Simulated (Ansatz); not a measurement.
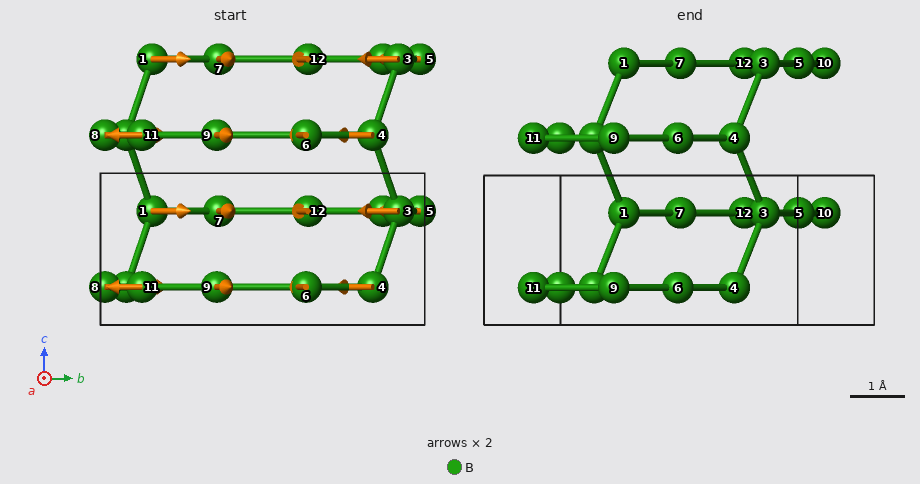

The structure of solid B (a generated structure, set up in Cmcm) (coarse preliminary run) before (left) and after (right) a relaxation, at one scale. The orange arrows give the displacements (the part carried along by the change of the cell is left out), magnified 2 times.

A ball-and-stick model of the cell of the calculation, repeated 1 × 1 × 2 with one cell outlined, seen along the a axis.

The calculation used DFT PBE, scalar-relativistic, plane waves, PAW in Ansatz.

The input:
```yaml
crystal:
  lattice:
    - [3.52872913, -5.82408269, 0.0]
    - [3.52872913, 5.82408269, 0.0]
    - [0.0, 0.0, 2.82799512]
  atoms:
    - { symbol: B, position: [0.08004291, 0.1597022, 0.75] }
    - { symbol: B, position: [0.1597022, 0.08004291, 0.25] }
    - { symbol: B, position: [0.8402978, 0.91995709, 0.75] }
    - { symbol: B, position: [0.91995709, 0.8402978, 0.25] }
    - { symbol: B, position: [0.63418949, 0.98615356, 0.75] }
    - { symbol: B, position: [0.98615356, 0.63418949, 0.25] }
    - { symbol: B, position: [0.01384644, 0.36581051, 0.75] }
    - { symbol: B, position: [0.36581051, 0.01384644, 0.25] }
    - { symbol: B, position: [0.87159838, 0.35869266, 0.25] }
    - { symbol: B, position: [0.35869266, 0.87159838, 0.75] }
    - { symbol: B, position: [0.64130734, 0.12840162, 0.25] }
    - { symbol: B, position: [0.12840162, 0.64130734, 0.75] }
basis:
  ecutwfc: 420
kpoints:
  mp_grid: { grid: [4, 4, 6] }
hamiltonian:
  xc: pbe
scf:
  occupations: { method: gaussian, width: 0.1 }
  lower_state_search: "off"
output:
  forces: true
  stress: true
  eigenvalues: true
relax:
  adjacent_minimum: "off"
  f_tol: 0.04
  max_steps: 70
  cell: { stress_tol: 0.4 }
```

Run as
```bash
ansatz run input.yaml --threads 1 --pin off --max-ram 2560MiB --backend cpu --events-out ev --progress --plain --runs-dir out
```

What changed between the two?

After 18 accepted moves (23 points after the start) the energy has fallen by 574 meV per atom. The largest force component goes from 1.4 to 0.013 eV/Å. The pressure goes from 18.33 to 0.01 GPa. The line search rejected the trial steps at points 10, 15, 18 of the run. The SCF was repeated twice at an unchanged geometry on a basis and grid sized afresh for the cell, which shifted the energy by 6.5 meV per atom at most. The largest moves relative to the cell, 0.44 Å, are those of 8 atoms (B1, B2, B3, B4 and others). B3 goes along [−1 −1 0]. The drawn cell changes as follows: a = b 6.810 → 7.472 Å (+9.7 %), c 2.828 → 2.784 Å (−1.6 %), γ 117.6° → 139.5°; the volume changes by −13.2 %. Among the contacts that change: B10–B11 2.376 → 1.720 Å, B1–B3 1.692 → 2.118 Å, B10–B12 1.625 → 1.748 Å, B5–B11 1.702 → 1.796 Å. Among the angles between lasting bonds that change: B7–B12–B10 145.7° → 104.2°, B1–B7–B12 141.5° → 174.1°, B9–B7–B12 89.8° → 59.3°. The space group stays Cmcm (No. 63). Cost: 2.8 min on 1 thread of Arm Neoverse V1 (shared host), peak memory 0.38 GiB.

Limits of the set-up: the k-point mesh is coarse for a cell with partly filled bands.
